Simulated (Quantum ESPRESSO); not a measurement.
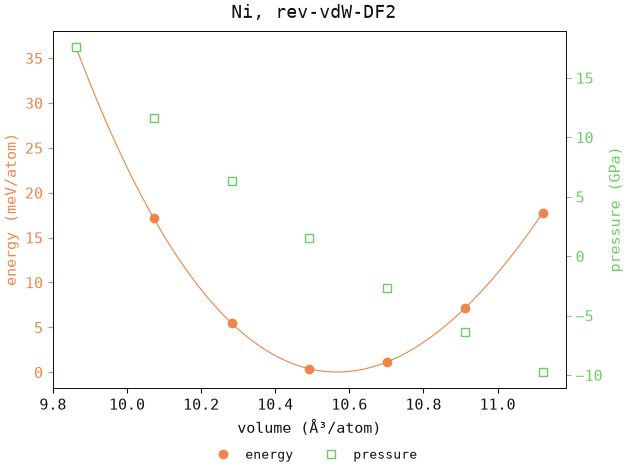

The plot gives the computed energy and pressure against volume for Ni, space group Fm-3m (No. 225).

Cell as given: a = 2.457 Å, b = 2.457 Å, c = 2.457 Å, α = 60.00°, β = 60.00°, γ = 60.00°; 1 atom.

How it was computed, with Quantum ESPRESSO 7.5: plane-wave DFT, collinear spins; energies at scaled volumes of the given cell, shape and fractions fixed, counted from the fit's minimum, third-order Birch-Murnaghan fit. Level: rev-vdW-DF2, collinear spin.

- k mesh: 13×13×13
- occupations: Fermi–Dirac
- smearing width: 0.05 eV
- potentials: PseudoDojo 0.4.1 SR PBE standard
- wave cutoff: 1333 eV
- density cutoff: 5333 eV

**How stiff is the solid, and where is its volume at rest?**

A third-order Birch–Murnaghan fit gives V0 = 10.57 Å³/atom, B0 = 216 GPa and B′ = 4.9.

**Read off the course of the pressure.**

It falls from 17.60 GPa at volume 9.86 Å³/atom to −9.75 GPa at 11.12 Å³/atom, and changes sign near 10.57 Å³/atom.

Caveats: potentials made for another functional.
